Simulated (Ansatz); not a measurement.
## Electronic structure of SiC5 in real space

Input

```
crystal:
  lattice:
    - [2.7247316106, 0.0, 0.0]
    - [-1.3623658053, 2.3596867933, 0.0]
    - [0.0, 0.0, 6.7451242954]
  atoms:
    - { symbol: C, position: [0.0, 0.0, -0.0279056414] }
    - { symbol: C, position: [0.6666666667, 0.3333333333, 0.6696754898] }
    - { symbol: C, position: [0.3333333333, 0.6666666667, 0.3656408691] }
    - { symbol: C, position: [0.6666666667, 0.3333333333, 0.8962861265] }
    - { symbol: C, position: [0.3333333333, 0.6666666667, 0.592951071] }
    - { symbol: Si, position: [0.0, 0.0, 0.2533520851] }
kpoints:
  mp_grid: { grid: [12, 12, 4] }
  band_path:
    path:
      - [0.0, 0.0, 0.0]
      - [0.5, 0.0, 0.0]
      - [0.3333333333, 0.3333333333, 0.0]
      - [0.0, 0.0, 0.5]
      - [0.5, 0.0, 0.5]
      - [0.3333333333, 0.3333333333, 0.5]
      - [0.0, 0.5, 0.0]
      - [0.0, 0.25, -0.5]
    npoints: 1
hamiltonian:
  xc: r2scan
scf:
  occupations: { method: fixed }
  n_extra_bands: 5
output:
  forces: true
  stress: true
  eigenvalues: true
  write_density: true
  write_potential: true
  elf: true
  volumetric_format: npy
```

Launched as:

```sh
ansatz run input.yaml --threads 4 --pin off --max-ram 6451MiB --backend cpu --events-out ev --progress --plain --runs-dir out
```

Below, planes, directions and counts refer to the conventional cell (a = 2.72 Å, b = 2.72 Å, c = 6.75 Å, α = 90.00°, β = 90.00°, γ = 120.00°).

Space group P3m1; started from the ordered alloy on diamond lattice prototype, which need not be the ambient phase.

Method: DFT, r2SCAN, plane waves, PAW in Ansatz 0.2.0.

The density is the valence pseudo-density of a PAW calculation; it isn't the true density close to the nuclei.

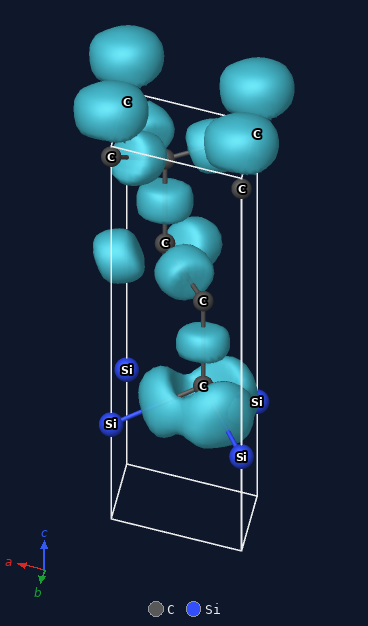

Figure 1. Isosurface of the ELF at 0.75 (cyan), seen at an oblique angle. Core shells and regions of very low density are left out. Sticks mark near contacts.

### What do the ELF domains correspond to?

At this value the surface marks out eight regions between bonded C–C atoms (shared pairs), one region between bonded C–Si atoms (shared pairs) and one region on C in which the atom's valence shell and bonds are merged, counted in one cell of 6 atoms. Regions shared between cells count once. Profiles from the grid: C–C (1.53 Å): the ELF peaks at about 0.95 between the atoms; localised, covalent bonding. Si–C (1.75 Å): the ELF peaks at about 0.90 between the atoms, as expected for a covalent bond.

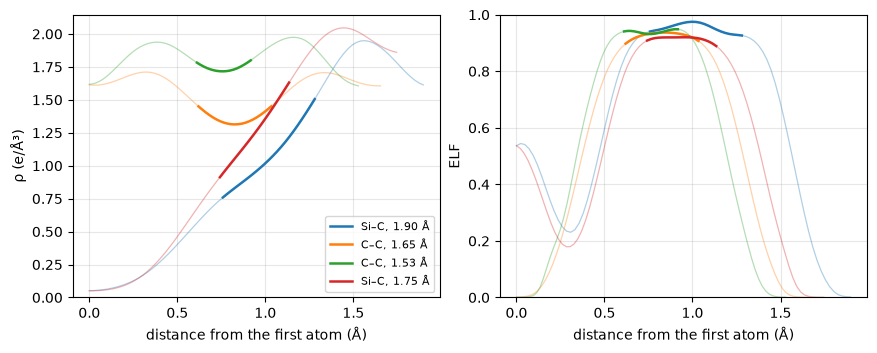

Figure 2. Valence pseudo-density and electron localisation function along straight lines between neighbouring atoms. Thin, pale parts lie inside the atomic spheres.

### What kind of bonding do the profiles show?

Si–C (1.90 Å): ρ at the midpoint is about 0.96 e/Å³; the ELF peaks at about 1 between the atoms: a shared electron pair.
C–C (1.65 Å): ρ is about 1.3 e/Å³ halfway; the ELF peaks at about 0.95 between the atoms: a shared electron pair.
C–C (1.53 Å): the density is about 1.7 e/Å³ at the midpoint; the ELF peaks at about 0.95 between the atoms: a covalent bond.
Si–C (1.75 Å): ρ at the midpoint is about 1.1 e/Å³; the ELF peaks at about 0.90 between the atoms, as expected for a covalent bond.

### Does the calculation give a band gap?

It is gapped, with a Kohn–Sham gap of 1.7 eV on the k-point mesh, an upper bound to the gap of this method.
